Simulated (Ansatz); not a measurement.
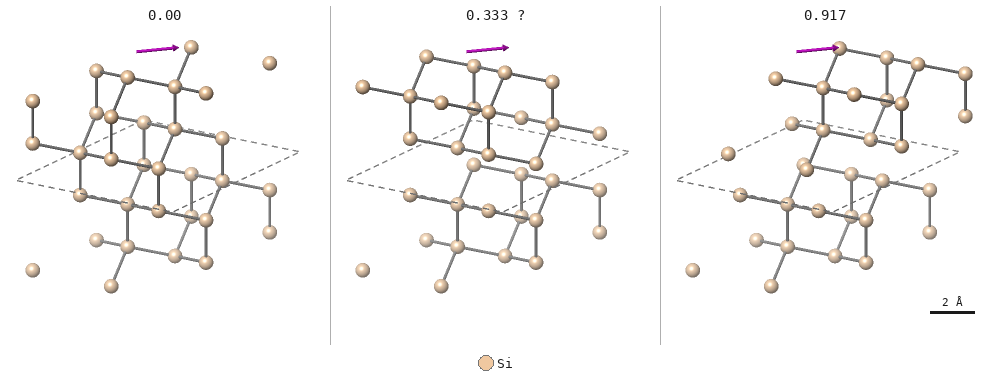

A scan of solid Si (Fd-3m): the crystal above a cut along the (1 1 1) plane of the conventional cell (between a plane of Si below and one of Si above, 2.35 Å apart) is slid rigidly by fractions of an in-plane lattice vector 6.65 Å long (a generalised stacking fault). One cut stands in each cell, which starts 9.4 Å high; nothing is relaxed, and the dashed outline marks the cut, the arrow on top the direction of slip. Style: ball-and-stick. Shown: the layers on both sides of the cut, obliquely from above.

Level of theory: Ansatz, DFT PBE, scalar-relativistic, plane waves, PAW. Set-up: plane-wave cutoff 420 eV; k-point mesh 8 × 8 × 3; occupations gaussian; smearing width 0.05 eV; no spin polarisation. Energies (free energies at the smearing named) are counted from the cell as listed in its source, which wasn't relaxed.

```json
{"slip (fraction of the lattice vector)": "0.0000", "γ (mJ/m²)": "0"}
{"slip (fraction of the lattice vector)": "0.0833", "γ (mJ/m²)": "212"}
{"slip (fraction of the lattice vector)": "0.1667", "γ (mJ/m²)": "861"}
{"slip (fraction of the lattice vector)": "0.2500", "γ (mJ/m²)": "1699"}
{"slip (fraction of the lattice vector)": "0.3333", "γ (mJ/m²)": "?"}
{"slip (fraction of the lattice vector)": "0.4167", "γ (mJ/m²)": "1850"}
{"slip (fraction of the lattice vector)": "0.5000", "γ (mJ/m²)": "1579"}
{"slip (fraction of the lattice vector)": "0.5833", "γ (mJ/m²)": "1591"}
{"slip (fraction of the lattice vector)": "0.6667", "γ (mJ/m²)": "1674"}
{"slip (fraction of the lattice vector)": "0.7500", "γ (mJ/m²)": "1455"}
{"slip (fraction of the lattice vector)": "0.8333", "γ (mJ/m²)": "794"}
{"slip (fraction of the lattice vector)": "0.9167", "γ (mJ/m²)": "202"}
```

### Fill in the missing row.

A straight line between the two neighbours gives 1774 mJ/m². A cubic through the four nearest rows (0.1667, 0.2500, 0.4167, 0.5000) gives, with Lagrange weights, (−0.1669)(861) + (0.6672)(1699) + (0.6664)(1850) + (−0.1667)(1579) = 1959 mJ/m². The calculation gives 2101 mJ/m², so the cubic is 142 mJ/m² too low and the straight line 327 mJ/m² too low, as the curve bends downwards here. The cubic misses by much of the step between rows, so the curve changes faster here than four points can follow.

The whole profile:

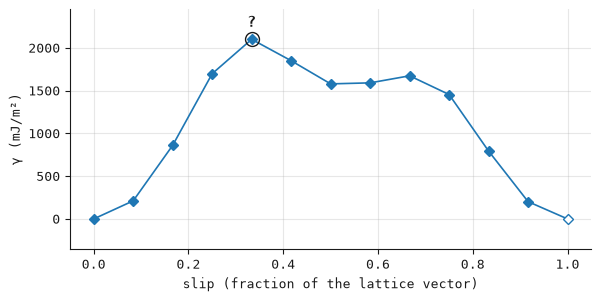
